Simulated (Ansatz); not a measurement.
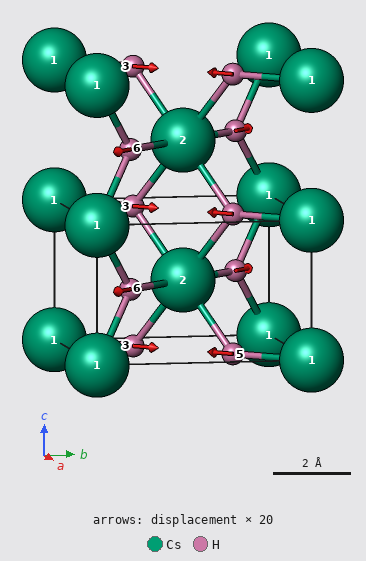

A relaxation of crystalline CsH$_{2}$ (built on the rutile_136 type) (coarse preliminary run). The starting structure is drawn; red arrows show the displacements (the part carried along by the change of the cell is left out), 20 times their true length.

Style: ball-and-stick. Shown: the cell of the calculation, repeated 1 × 1 × 2 with one cell outlined, slightly off an axis.

Case: rutile type (P4_2/mnm, No. 136).

Computed with DFT PBE, scalar-relativistic, plane waves, PAW in Ansatz. Settings: plane-wave cutoff 420 eV; k-point mesh 4 × 4 × 6; occupations gaussian; smearing width 0.1 eV; no spin polarisation; cell and atoms relaxed; force threshold 0.04 eV/Å; at most 70 steps.

### Which element moves most?

Hydrogen: up to 0.041 Å, against 0.000 Å for caesium.

### What did the optimiser do to the structure, and how much energy did it gain?

The largest moves relative to the cell, 0.041 Å, are those of H atoms. Cs stays in place. The volume changes by +52.7 %, with a = b 5.750 → 6.342 Å (+10.3 %), c 3.704 → 4.651 Å (+25.6 %). Some distances before and after: Cs–H 2.433 → 2.880 Å, Cs–H 2.488 → 2.786 Å. Bond angles that change, for instance: Cs–H–Cs 99.1° → 107.7°, H–Cs–H 99.1° → 107.7°, H–Cs–H 80.9° → 72.3°. The space group stays P4_2/mnm (No. 136). After 7 accepted moves (9 points after the start) the energy has fallen by 183 meV per atom. The largest force component goes from 0.12 to 0.0019 eV/Å. The pressure goes from 7.32 to 0.01 GPa. The SCF was repeated twice at an unchanged geometry on a basis and grid sized afresh for the cell, which shifted the energy by 9.1 meV per atom at most. The run took 44 s on 1 thread of Arm Neoverse V1 (shared host), peak memory 0.41 GiB.
